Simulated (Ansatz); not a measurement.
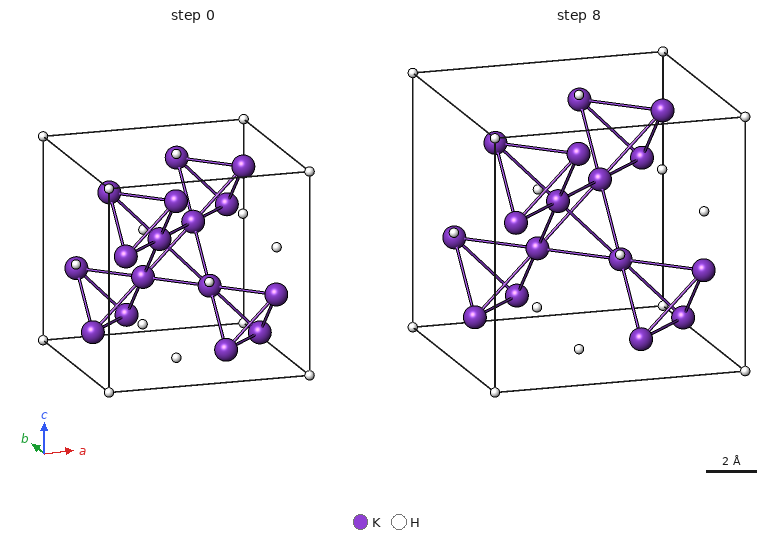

The structure of solid K$_{2}$H (a generated structure, set up in Fd-3m) (coarse preliminary run) before (left) and after (right) a relaxation, at one scale.

Style: ball-and-stick. Shown: the conventional cell (4 times the calculation's cell), slightly off an axis. Lengths and directions refer to the drawn axes.

These are results of Ansatz, DFT PBE, scalar-relativistic, plane waves, PAW, not measurements. Set-up: plane-wave cutoff 420 eV; k-point mesh 4 × 4 × 4; occupations gaussian; smearing width 0.1 eV; no spin polarisation; cell and atoms relaxed; force threshold 0.04 eV/Å; at most 70 steps.

Question: What changed between the two?

Answer: The atoms keep their places relative to the cell (all moves are under 0.005 Å). The drawn cell changes as follows: a = b = c 8.560 → 10.678 Å (+24.7 %); the volume changes by +94.1 %. Among the contacts that change: K–K 3.027 → 3.775 Å. The space group stays Fd-3m (No. 227). The energy falls by 372 meV per atom in 6 accepted moves (8 points after the start). All forces vanish by symmetry, so only the cell relaxes. The pressure goes from 8.02 to 0.05 GPa. The SCF was repeated twice at an unchanged geometry on a basis and grid sized afresh for the cell, which shifted the energy by 17.2 meV per atom at most.
